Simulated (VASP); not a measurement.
## Run report: TiN, optical-spectrum calculation (part 4 of 4)

The same run, continued: TiN (2 atoms in the cell); Kohn-Sham DFT of a periodic cell, PBE, spin-orbit coupling, VASP PAW PBE potentials, recommended (VASP 6.6.1); cutoff 520 eV, 16×16×16 k-mesh, fermi-dirac of 0.05 eV, non-collinear spins. The structure was built on a prototype by a generator; it need not be a known phase.

Geometry of the input (Å; fractional positions):
```
0.0000  2.1200  2.1200
2.1200  0.0000  2.1200
2.1200  2.1200  0.0000
Ti 0.0000  0.0000  0.0000
N  0.5000  0.5000  0.5000
```

### CONTCAR
```
TiN
   1.00000000000000
     0.0000000000000000    2.1200000000000001    2.1200000000000001
     2.1200000000000001    0.0000000000000000    2.1200000000000001
     2.1200000000000001    2.1200000000000001    0.0000000000000000
  Ti              N
     1     1
Direct
     0.0000000000000000    0.0000000000000000    0.0000000000000000
     0.5000000000000000    0.5000000000000000    0.5000000000000000

  0.00000000E+00  0.00000000E+00  0.00000000E+00
  0.00000000E+00  0.00000000E+00  0.00000000E+00
```

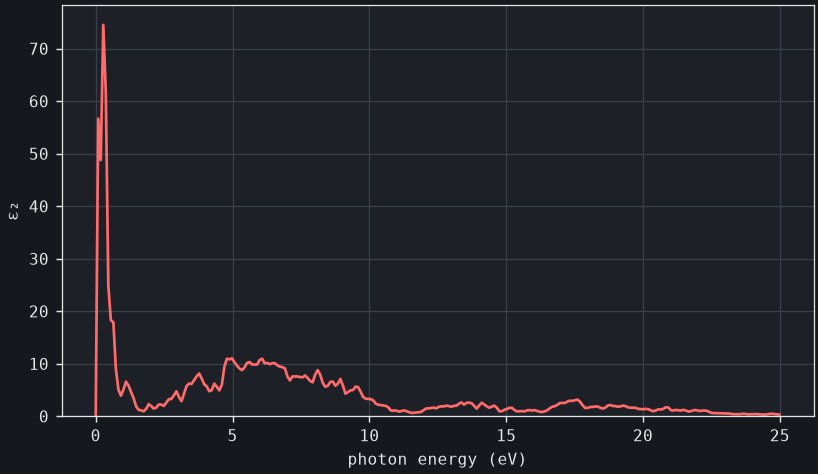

Fig. 1: Imaginary part of the dielectric function (first component that the program prints). The highest peak, 74.5, lies at 0.28 eV.

### Results in brief

- outcome: converged
- space group (tolerance 0.01 Å): Fm-3m (225)
- electrons treated: 17
- free energy: −19.6451 eV
- Fermi energy of the self-consistent step: 11.468 eV
- gap on the k-point mesh: none (metallic)
- pressure: 1.79 GPa
- largest force (length of the vector): under 0.001 eV/Å
- hardware: 1 thread of Intel Xeon (Sapphire Rapids), 64 GiB of memory available, shared host
- wall time: 10 min
- peak memory: 0.73 GiB
